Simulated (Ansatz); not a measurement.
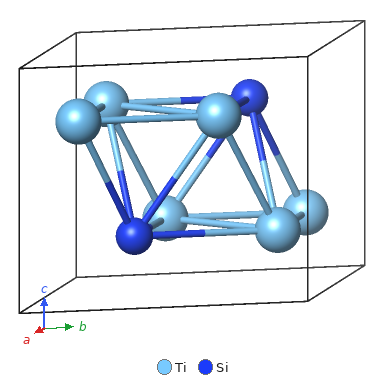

System: Ti₃Si, space group P6_3/mmc (No. 194). The picture shows the cell.

The given structure:
```xyz
8
Lattice="5.5158 0.0000 0.0000 -2.7579 4.7769 0.0000 0.0000 0.0000 4.4525" Properties=species:S:1:pos:R:3 pbc="T T T"
Ti    1.4178    0.8186    3.3393
Ti    4.0980    0.8186    3.3393
Ti    2.7579    3.1397    3.3393
Ti    1.3401    3.9583    1.1131
Ti   -1.3401    3.9583    1.1131
Ti    0.0000    1.6372    1.1131
Si    0.0000    3.1846    3.3393
Si    2.7579    1.5923    1.1131
```

Method: mode Grüneisen parameters, minus d ln(frequency) over d ln(volume), from cells at 0.98 and 1.02 times the rest volume with shape and atoms relaxed, modes matched by rank; plane waves with PAW datasets, Γ-centred k mesh (Ansatz 0.2.0). Level: LDA, no spin polarisation.

wave cutoff 420 eV; k mesh 6×6×8; occupations Fermi–Dirac; smearing width 0.15 eV; phonon method linear response; q mesh 1×1×1.

Describe the result: the mode Grüneisen parameters against frequency.

They run from −0.02 to 1.97.

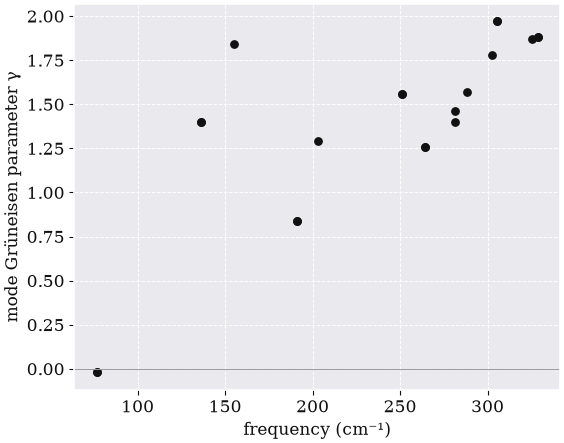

Note: bands taken in; metal sensitive to the k mesh.
